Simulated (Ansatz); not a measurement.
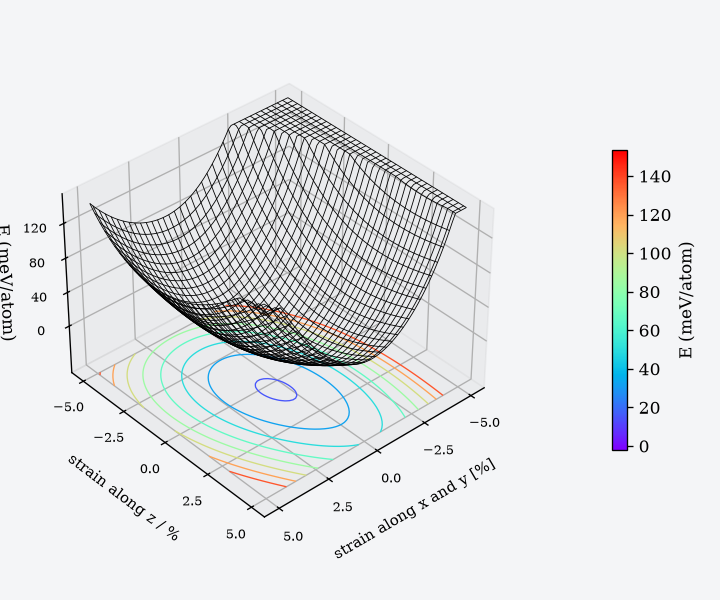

Energy landscape of TaN (Fm-3m, No. 225; 2 atoms in the cell). 
- The cell is strained homogeneously, by one strain along x and y and another along z, with fractional coordinates fixed (x, y and z along the cube axes).
- The first coordinate is: strain along x and y; the second: strain along z.
- The grid has 5 × 5 points.
- Energies: meV/atom, counted from the lowest grid point.
- The reference cell is the one listed in the database, not relaxed at this level.
- Method: Ansatz 0.2.0, DFT PBEsol, scalar-relativistic, plane waves, PAW. Settings: cutoff 420 eV, k-mesh 18×18×18, gaussian smearing 0.15 eV, no spin polarisation.

Drawn: a relief with its contours projected below, any walls above the top of the colour scale cut off. Between grid points the surface is interpolated. 

Summarise what can be read from the map.

The lowest grid point is at strain along x and y = 0.0 %, strain along z = 0.0 %. It is the only kind of minimum in the scanned range. The highest grid point, strain along x and y = −5.0 %, strain along z = −5.0 %, lies 366 meV/atom above the lowest. Round the minimum the valley is somewhat tilted: raising strain along x and y shifts the best value of strain along z downwards (coupling k₁₂/√(k₁₁k₂₂) about 0.2).
